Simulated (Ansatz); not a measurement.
**Geometry relaxation of MoSi$_{2}$**

- system: MoSi$_{2}$ (9 atoms in the cell)
- method: DFT LDA, scalar-relativistic, plane waves, PAW, no spin polarisation (Ansatz 0.2.0)

The structure derives from a Materials Project entry. Figures and captions count atoms from 1; the log counts them from 0 in places.

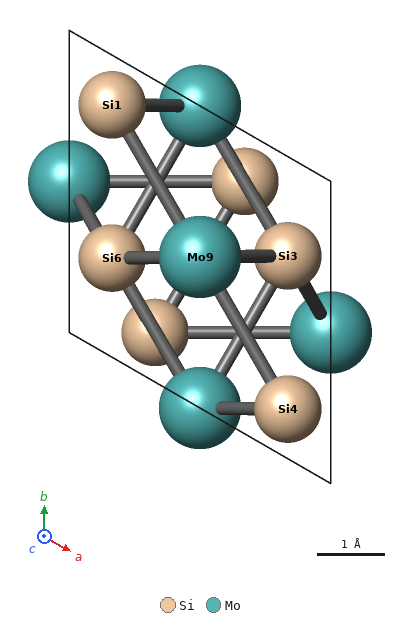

Fig. 1: The input geometry (ball-and-stick view of the cell of the calculation, along the c axis; atoms are numbered from 1 in the order of the input). An atom can appear more than once, as a periodic image.

Input
```yaml
crystal:
  lattice:
    - [4.5505415691, 0.0, 0.0]
    - [-2.2752707846, 3.9408845998, 0.0]
    - [0.0, 0.0, 6.5313770043]
  atoms:
    - { symbol: Si, position: [0.1642264869, 0.8357735131, 0.8333333333] }
    - { symbol: Si, position: [0.3284529739, 0.1642264869, 0.1666666667] }
    - { symbol: Si, position: [0.8357735131, 0.6715470261, 0.5] }
    - { symbol: Si, position: [0.8357735131, 0.1642264869, 0.8333333333] }
    - { symbol: Si, position: [0.6715470261, 0.8357735131, 0.1666666667] }
    - { symbol: Si, position: [0.1642264869, 0.3284529739, 0.5] }
    - { symbol: Mo, position: [0.5, 0.0, 0.5] }
    - { symbol: Mo, position: [0.0, 0.5, 0.1666666667] }
    - { symbol: Mo, position: [0.5, 0.5, 0.8333333333] }
basis:
  ecutwfc: 420
kpoints:
  mp_grid: { grid: [9, 9, 6] }
hamiltonian:
  xc: lda
scf:
  occupations: { method: gaussian, width: 0.01 }
output:
  forces: true
  stress: true
  eigenvalues: true
relax:
  adjacent_minimum: "off"
  f_tol: 0.005
  max_steps: 80
  cell: { stress_tol: 0.05 }
```

Machine: 2 threads of Arm Neoverse V2, 112 GiB of memory available, shared host.

Command:
```bash
ansatz run input.yaml --threads 2 --pin off --max-ram 5120MiB --backend cpu --events-out ev --progress --plain --runs-dir out
```

What the program printed
```
Engine: ansatz 0.2.0, aarch64-unknown-linux-gnu
Pseudopotentials: kind: paw
Pseudopotential: Si, paw, valence charge 4, recommended cutoff 420 eV (normal), Si.paw.azcp
Pseudopotential: Mo, paw, valence charge 14, recommended cutoff 420 eV (normal), Mo.paw.azcp
Functional definition: SPW92
  exchange = slater_x
  correlation = pw_c
Crystal: 9 atoms, lattice volume = 117.128 Å³
Basis set: ecut = 420 eV, 2307 PW (Γ)
Bands: 42, of which v1, the nominal top of the filled ones, is band 33 counted from 1 (32 counted from 0)
Symmetry: 12 space group operations
Space group: P6222 (ITA 180), of the structure as read, at distance tolerance 4.9e-5 Å
k-points: 48 of 486 (time reversal used)
Non-local potential: Si, projectors of the file, l = 0: 2, l = 1: 2, l = 2: 2
Non-local potential: Mo, projectors of the file, l = 0: 3, l = 1: 2, l = 2: 2, l = 3: 1
PAW form: soft (Blöchl's): semilocal exchange-correlation on the pseudo side does not see the compensation charge
PAW frozen core: Si, regenerated for the run's functional, and the local potential with it (the file was generated under x = pbe(κ = 0.804, μ = 0.2195149727645171), c = pbe(β = 0.06672455060314922))
PAW frozen core: Mo, regenerated for the run's functional, and the local potential with it (the file was generated under x = pbe(κ = 0.804, μ = 0.2195149727645171), c = pbe(β = 0.06672455060314922))
PAW one-centre angular grid: Si, 110 points (default); XC on 64 Gauss nodes
PAW one-centre angular grid: Mo, 590 points (default); XC on 64 Gauss nodes
Initial density: superposition of atomic densities (neutral atoms: chi_scale 0, normalization atom), corrected by the library's trained network
Initial wavefunctions: pseudopotential atomic-orbital guess
Functional: x = slater, c = lda
SCF iter   1: F=—  HF=-18185.533553 eV  |F-HF|=—  |Δ(HF+E_count)|=         —  Δρ=8.21e-3  dr2=5.80e-2  ethr=1.77e-3  ⟨swp⟩=7.0  Hψ=8671  notcnv=0
preconditioner: auto → Resta (q_TF=auto, 2.480 Å⁻¹)  ε∞=10.2  [insulator: Δε(μ)=0.173 eV  Ē_g=7.320 eV  σ=0.010 eV  W_gap=1.00  n_scr=22 (ndim 8)  ℏωp=22.2 eV  f_vac=0.000  D(μ)=0.00/eV (n_scr^D=0)  ε∞_Penn≈10.2]
SCF iter   2: F=—  HF=-18185.526371 eV  |F-HF|=—  |Δ(HF+E_count)|=   7.18e-3  Δρ=4.30e-3  dr2=1.23e-2  ethr=8.78e-5  ⟨swp⟩=2.0  Hψ=2719  notcnv=0  defer=131
SCF iter   3: F=—  HF=-18185.524080 eV  |F-HF|=—  |Δ(HF+E_count)|=   2.29e-3  Δρ=6.59e-4  dr2=3.91e-4  ethr=1.86e-5  ⟨swp⟩=2.7  Hψ=3010  notcnv=0  defer=133
SCF iter   4: F=—  HF=-18185.523983 eV  |F-HF|=—  |Δ(HF+E_count)|=   9.62e-5  Δρ=9.34e-5  dr2=5.34e-6  ethr=5.93e-7  ⟨swp⟩=2.5  Hψ=2837  notcnv=0  defer=133
SCF iter   5: F=—  HF=-18185.523984 eV  |F-HF|=—  |Δ(HF+E_count)|=   1.06e-6  Δρ=1.02e-5  dr2=7.97e-8  ethr=8.10e-9  ⟨swp⟩=2.3  Hψ=2742  notcnv=0  defer=133
SCF iter   6: F=-18185.523984 eV  HF=-18185.523984 eV  |F-HF|=2.11e-10  |Δ(HF+E_count)|=   9.54e-9  Δρ=1.64e-6  dr2=1.68e-9  ethr=1.21e-10  ⟨swp⟩=7.8  Hψ=7682  notcnv=0
SCF 1 converged in 6 iterations: F = -18185.523984 eV  dr2 = 1.68e-9
  greatest PAW one-centre occupation: 0.999 electrons in one spin orbital (limit 2), on the Mo atom at site 8 (counted from 0), in its partial waves of l = 0
relax step   1: F+E_penalty+E_count = -18185.52398433 eV  Δ(F+E_penalty+E_count) = +0.000e0 eV  max|allowed force component| = 2.147e-4 eV/Å  Δτ_max = 0.0000 Å  P = -0.008 GPa  Ω = 117.128 Å³  (6 SCF iters, dr2 threshold 1.00e-7 eV, accepted)
Initial density: handed on by an earlier stage of this run
Initial wavefunctions: pseudopotential atomic-orbital guess (no wavefunctions were taken with the density)
iter 1 solved again at ethr=1.86e-7 eV; its pass at ethr=3.10e-3 eV (dr2=1.23e-4 eV) is discarded
SCF iter   1: F=—  HF=-18185.523979 eV  |F-HF|=—  |Δ(HF+E_count)|=         —  Δρ=1.68e-6  dr2=1.80e-9  ethr=1.86e-7  ⟨swp⟩=3.4  Hψ=14226  notcnv=0
eigensolver tolerance schedule: the retry pair's looser diagonalisation over-reported the residual by 67899.73 of it (diagonalisation noise at an unbounded share of the residual, at the tolerance the schedule requests for it); recorded, not acted on — ethr = c·dr2/N_el stays at c = 1.0e-1
preconditioner: auto → Resta (q_TF=auto, 2.480 Å⁻¹)  ε∞=10.2  [insulator: Δε(μ)=0.154 eV  Ē_g=7.335 eV  σ=0.010 eV  W_gap=1.00  n_scr=22 (ndim 8)  ℏωp=22.2 eV  f_vac=0.000  D(μ)=0.00/eV (n_scr^D=0)  ε∞_Penn≈10.2]
SCF iter   2: F=—  HF=-18185.523984 eV  |F-HF|=—  |Δ(HF+E_count)|=   5.66e-6  Δρ=9.66e-7  dr2=6.23e-10  ethr=2.73e-12  ⟨swp⟩=3.2  Hψ=4604  notcnv=0
SCF iter   3: F=—  HF=-18185.523984 eV  |F-HF|=—  |Δ(HF+E_count)|=  7.28e-12  Δρ=3.04e-7  dr2=1.04e-10  ethr=1.00e-12  ⟨swp⟩=2.5  Hψ=3586  notcnv=0
iter 4 did not close the SCF: its close was put off for the readings that it lacked (scf_convergence_deferred on its scf_iter line)
SCF iter   4: F=-18185.523984 eV  HF=-18185.523984 eV  |F-HF|=1.46e-11  |Δ(HF+E_count)|=  1.82e-11  Δρ=1.24e-7  dr2=1.31e-11  ethr=1.00e-12  ⟨swp⟩=1.0  Hψ=2016  notcnv=0
iter 5 did not close the SCF: its close was put off for the readings that it lacked (scf_convergence_deferred on its scf_iter line)
SCF iter   5: F=-18185.523984 eV  HF=-18185.523984 eV  |F-HF|=0.00e0  |Δ(HF+E_count)|=  7.28e-12  Δρ=1.22e-8  dr2=2.18e-13  ethr=1.00e-12  ⟨swp⟩=1.0  Hψ=2016  notcnv=0
iter 6 did not close the SCF: its close was put off for the readings that it lacked (scf_convergence_deferred on its scf_iter line)
SCF iter   6: F=-18185.523984 eV  HF=-18185.523984 eV  |F-HF|=1.09e-11  |Δ(HF+E_count)|=  3.64e-12  Δρ=2.57e-9  dr2=4.54e-15  ethr=1.00e-12  ⟨swp⟩=1.0  Hψ=2016  notcnv=0
iter 7 did not close the SCF: its close was put off for the readings that it lacked (scf_convergence_deferred on its scf_iter line)
SCF iter   7: F=-18185.523984 eV  HF=-18185.523984 eV  |F-HF|=7.28e-12  |Δ(HF+E_count)|=  3.64e-12  Δρ=4.32e-10  dr2=1.50e-16  ethr=1.00e-12  ⟨swp⟩=1.0  Hψ=2016  notcnv=0
SCF iter   8: F=-18185.523984 eV  HF=-18185.523984 eV  |F-HF|=3.64e-12  |Δ(HF+E_count)|=  3.64e-12  Δρ=1.78e-10  dr2=3.28e-17  ethr=1.00e-12  ⟨swp⟩=1.0  Hψ=4234  notcnv=0
SCF 2 converged in 8 iterations: F = -18185.523984 eV  dr2 = 3.28e-17
  greatest PAW one-centre occupation: 0.999 electrons in one spin orbital (limit 2), on the Mo atom at site 6 (counted from 0), in its partial waves of l = 0
relax step   2: F+E_penalty+E_count = -18185.52398433 eV  Δ(F+E_penalty+E_count) = -9.459e-11 eV  max|allowed force component| = 2.156e-4 eV/Å  Δτ_max = 0.0000 Å  P = -0.008 GPa  Ω = 117.128 Å³  stress off target by 1.19e-2 GPa  SCF on the basis re-selected at this cell (its energy is not comparable with the rows above)  (8 SCF iters)
```

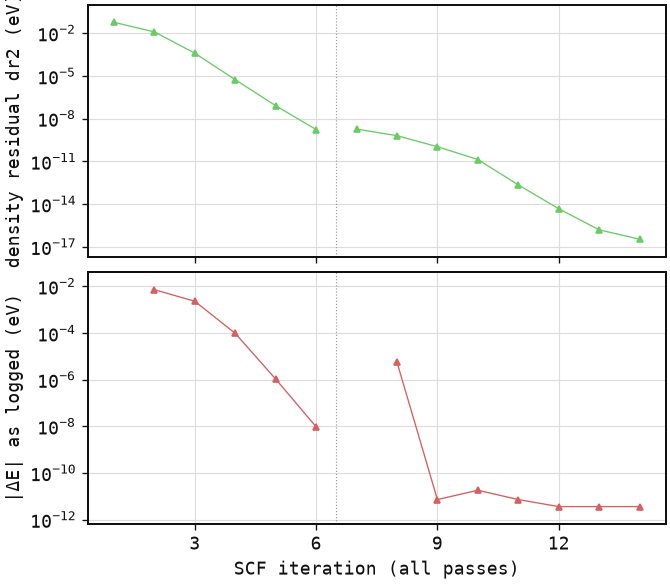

Fig. 2: Convergence of the self-consistent field: density residual dr2 and size of the energy change against the SCF iteration. The dotted lines part the SCF passes of the relaxation: geometry steps, rejected trials and re-solves on a re-selected basis. The passes take 6 and 8 iterations.

```
basis re-selected at this cell: Δ(F+E_penalty+E_count) = -9.459e-11 eV, ΔP = -0.000 GPa vs the last step (what re-selecting the basis moved, of the pressure what is left beyond the Pulay correction that the steps carried, after the strain that the cell walked since its last selection, with what the two solves' SCF thresholds leave and, on support functions, any second-order correction that the steps lacked; it is no measure of the basis error at this ecutwfc). This SCF's stress stands 1.19e-2 GPa from its target on what of the cell is left free (relax.cell.stress_tol is 5.00e-2 GPa) and its largest allowed force component is 2.16e-4 eV/Å (relax.f_tol is 5.00e-3 eV/Å): within both
SCF converged after 8 iterations
Free energy (F): -18185.523984 eV
Harris-Foulkes:  -18185.523984 eV  (|F-HF|=3.64e-12)
Internal energy: -18185.523984 eV  (E = F + TS)
E sigma→0 (E₀):  -18185.523984 eV
Fermi energy:    16.866420 eV
--- Per-component energies (eV) ---
  E_band       = -115.863665
  E_kinetic    = 1605.585673
  E_local      = -3403.031678  (includes V_loc(G=0)·N_el)
  E_nonlocal   = 601.764144
  E_hartree    = 1266.562042
  E_xc         = -893.924357
  E_vxc        = -992.219918  (∫ρ·V_xc dr)
  E_paw        = -12186.103476  (= ΣΔE_a)
  E_vpaw       = -461.086034  (= ΣTr[D̂ρ^β])
  E_aug_tail   = 0.000064  (compensation charges beyond the density's cutoff)
  E_ewald      = -5178.300830
  E_core_change = 1.924433  (= ΣΔE_core)
  E_smearing   = -0.000000  (= −TS)
  E_closure    = 0.000000  (closes the sum)
  Σ components = -18185.523984   (vs F -18185.523984, Δ=0.00e0)
--- Forces (eV/Å), atoms counted from 1 ---
  atom   1  Si     0.00018673    -0.00010781    -0.00000000
  atom   2  Si     0.00018673     0.00010781     0.00000000
  atom   3  Si     0.00000000    -0.00021562     0.00000000
  atom   4  Si    -0.00018673     0.00010781     0.00000000
  atom   5  Si    -0.00018673    -0.00010781    -0.00000000
  atom   6  Si    -0.00000000     0.00021562    -0.00000000
  atom   7  Mo     0.00000000     0.00000000     0.00000000
  atom   8  Mo    -0.00000000    -0.00000000    -0.00000000
  atom   9  Mo    -0.00000000     0.00000000     0.00000000
  max |Σ_I F_I| component: 6.39e-17 eV/Å
--- Stress (GPa, compression-positive) ---
       -0.011936      -0.000000      -0.000000
       -0.000000      -0.011936      -0.000000
       -0.000000      -0.000000      -0.001082
  P = ⅓ Tr σ = -0.0083 GPa (-0.083 kbar)
--- Band table (eV; the first three rows and the last of 48) ---
  k-point 0: bands = ["-44.1422", "-44.1081", "-44.1081", "-18.4628", "-18.4602", "-18.4602", "-18.4484", "-18.4484", "-18.3527", "-18.2895", "-18.2895", "-18.2707", "2.6423", "5.7626", "5.7626", "9.4097", "10.1366", "10.1366", "10.7201", "10.7201", "11.5195", "11.8087", "11.8087", "12.1483", "13.0872", "13.0872", "13.5170", "13.5170", "13.7855", "13.7855", "14.0877", "14.7354", "15.9873", "18.8713", "19.2579", "19.2579", "19.3922", "19.4029", "19.6675", "19.6675", "19.9138", "19.9138"]
  k-point 1: bands = ["-44.1408", "-44.1155", "-44.1021", "-18.4907", "-18.4586", "-18.4568", "-18.4393", "-18.4216", "-18.3539", "-18.3160", "-18.2789", "-18.2665", "2.7469", "4.9528", "6.5630", "9.4935", "10.0011", "10.4000", "10.4445", "11.0560", "11.0637", "11.5391", "11.6885", "11.8997", "13.3227", "13.3638", "13.3774", "13.7737", "13.8158", "13.8740", "14.2329", "14.7938", "16.2126", "18.9613", "19.0424", "19.3011", "19.3395", "19.4270", "19.4333", "19.4505", "19.7858", "19.9133"]
  k-point 2: bands = ["-44.1369", "-44.1233", "-44.0982", "-18.5101", "-18.4626", "-18.4478", "-18.4336", "-18.3790", "-18.3560", "-18.3399", "-18.3024", "-18.2512", "3.0547", "4.1954", "7.2810", "9.7293", "9.8390", "10.0613", "10.2674", "11.1468", "11.3184", "11.3748", "11.3872", "11.5774", "13.1458", "13.2084", "13.3796", "13.4843", "14.1633", "14.6240", "14.7542", "15.0133", "16.4785", "18.9425", "18.9587", "19.0123", "19.3648", "19.4394", "19.5062", "19.5585", "19.5872", "19.7213"]
  k-point 47: bands = ["-44.1302", "-44.1137", "-44.1137", "-18.5110", "-18.5008", "-18.5008", "-18.4059", "-18.4059", "-18.3815", "-18.2873", "-18.2873", "-18.2449", "5.6996", "5.6996", "5.9734", "7.0774", "7.0774", "8.4364", "10.7056", "10.9165", "10.9165", "11.7680", "12.9091", "12.9091", "13.4740", "13.4740", "13.5535", "13.6252", "14.9107", "14.9107", "15.2905", "15.2905", "16.2185", "17.4439", "18.0435", "18.0435", "18.6936", "18.6936", "18.8785", "19.1199", "19.1199", "20.1513"]
--- Relaxed structure (1 steps of the walk, 1 accepted, 1 SCFs on fresh bases) ---
  F+E_penalty+E_count = -18185.52398433 eV   max|allowed force component| = 2.156e-4 eV/Å   (the final SCF, on the basis selected at the relaxed cell)
  cell:  # Å, volume = 117.1282 Å³
    - [4.550541569089781, 2.8867432725884123e-11, 0.0]
    - [-2.2752707845698903, 3.9408845997944164, 0.0]
    - [0.0, 0.0, 6.5313770043]
  atoms:
    - { symbol: Si, position: [0.1642264869333333, 0.8357735130666665, 0.8333333333333333] }
    - { symbol: Si, position: [0.3284529738666666, 0.16422648693333333, 0.16666666666666669] }
    - { symbol: Si, position: [0.8357735130666668, 0.6715470261333333, 0.5] }
    - { symbol: Si, position: [0.8357735130666667, 0.16422648693333333, 0.8333333333333333] }
    - { symbol: Si, position: [0.6715470261333334, 0.8357735130666666, 0.16666666666666669] }
    - { symbol: Si, position: [0.16422648693333336, 0.3284529738666666, 0.5] }
    - { symbol: Mo, position: [0.49999999999999994, -8.077935669463161e-28, 0.5] }
    - { symbol: Mo, position: [0.0, 0.4999999999999999, 0.16666666666666669] }
    - { symbol: Mo, position: [0.5, 0.49999999999999994, 0.8333333333333333] }
```

Trajectory as extended XYZ (Å, eV, eV/Å), 2 frames, from step=1 to step=2
```
9
Lattice="4.5505 0.0000 0.0000 -2.2753 3.9409 0.0000 0.0000 0.0000 6.5314" Properties=species:S:1:pos:R:3:forces:R:3 step=1 energy=-18185.52398 pressure_GPa=-0.01
Si   -1.1543    3.2937    5.4428    0.0002  -0.0001   0.0000
Si    1.1210    0.6472    1.0886    0.0002   0.0001   0.0000
Si    2.2753    2.6465    3.2657    0.0000  -0.0002   0.0000
Si    3.4296    0.6472    5.4428   -0.0002   0.0001   0.0000
Si    1.1543    3.2937    1.0886   -0.0002  -0.0001   0.0000
Si    0.0000    1.2944    3.2657    0.0000   0.0002   0.0000
Mo    2.2753    0.0000    3.2657    0.0000   0.0000   0.0000
Mo   -1.1376    1.9704    1.0886    0.0000   0.0000   0.0000
Mo    1.1376    1.9704    5.4428    0.0000   0.0000   0.0000
9
Lattice="4.5505 0.0000 0.0000 -2.2753 3.9409 0.0000 0.0000 0.0000 6.5314" Properties=species:S:1:pos:R:3:forces:R:3 step=2 energy=-18185.52398 pressure_GPa=-0.01
Si   -1.1543    3.2937    5.4428    0.0002  -0.0001   0.0000
Si    1.1210    0.6472    1.0886    0.0002   0.0001   0.0000
Si    2.2753    2.6465    3.2657    0.0000  -0.0002   0.0000
Si    3.4296    0.6472    5.4428   -0.0002   0.0001   0.0000
Si    1.1543    3.2937    1.0886   -0.0002  -0.0001   0.0000
Si    0.0000    1.2944    3.2657    0.0000   0.0002   0.0000
Mo    2.2753    0.0000    3.2657    0.0000   0.0000   0.0000
Mo   -1.1376    1.9704    1.0886    0.0000   0.0000   0.0000
Mo    1.1376    1.9704    5.4428    0.0000   0.0000   0.0000
```

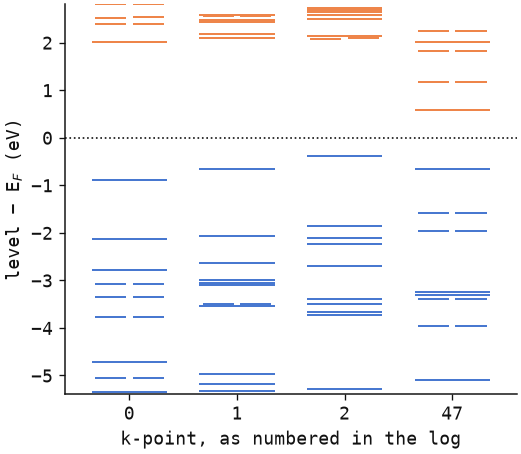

Fig. 3: Kohn–Sham levels near the Fermi level (dotted) at the few k-points that the log prints; levels within 0.02 eV of each other stand side by side. Among these points the highest filled and lowest empty levels are 0.97 eV apart; the gap on the full mesh, 0.15 eV, has an edge at a point that isn't printed.

Results in brief

```tsv
quantity	value
outcome	converged
space group (tolerance 0.01 Å)	P6₂22 (180)
electrons treated	66
free energy	−18185.5240 eV
Fermi energy	16.866 eV
gap on the k-point mesh	0.15 eV
pressure	−0.01 GPa
final volume	117.13 Å³
largest force (length of the vector) at the end	under 0.001 eV/Å
final cell	a = 4.551 Å, b = 4.551 Å, c = 6.531 Å, α = 90.00°, β = 90.00°, γ = 120.00°
wall time	29 s (CPU time 57 s)
peak memory	0.46 GiB
```
